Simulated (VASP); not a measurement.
GaN (space group P6_3mc, No. 186): the end point of a relaxation with VASP Kohn-Sham DFT of a periodic cell, r2SCAN, VASP PAW PBE potentials, recommended (VASP).

```cif
data_structure
_symmetry_space_group_name_H-M 'P6_3mc'
_symmetry_Int_Tables_number 186
_cell_length_a 3.1883
_cell_length_b 3.1883
_cell_length_c 5.1959
_cell_angle_alpha 90.000
_cell_angle_beta 90.000
_cell_angle_gamma 120.000
_cell_volume 45.74
loop_
_atom_site_label
_atom_site_type_symbol
_atom_site_symmetry_multiplicity
_atom_site_Wyckoff_symbol
_atom_site_fract_x
_atom_site_fract_y
_atom_site_fract_z
_atom_site_occupancy
Ga1 Ga 2 b 0.33333 0.66667 0.99917 1
N1 N 2 b 0.33333 0.66667 0.37583 1
```

Describe the stacking along c, naming the columns A, B, C as they first turn up.

Ga(A) – N(A) – Ga(B) – N(B) (four layers in 5.20 Å).

N layers alone: AB, the hexagonal close-packed type.

Ga: two tetrahedral sites (per hexagonal cell).

Polytype symbol 2H, the symbol of a tetrahedral polytype (number of double layers in the repeat and lattice).

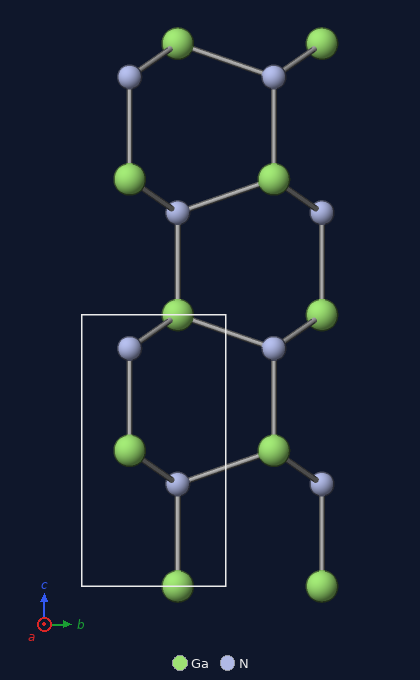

The picture looks along a close-packed row of the hexagonal mesh; c points upwards. Every atom sits on one of the three columns of the mesh; call them A, B, C in the order in which they first turn up. The sequence starts with the first layer at or above the cell's origin.
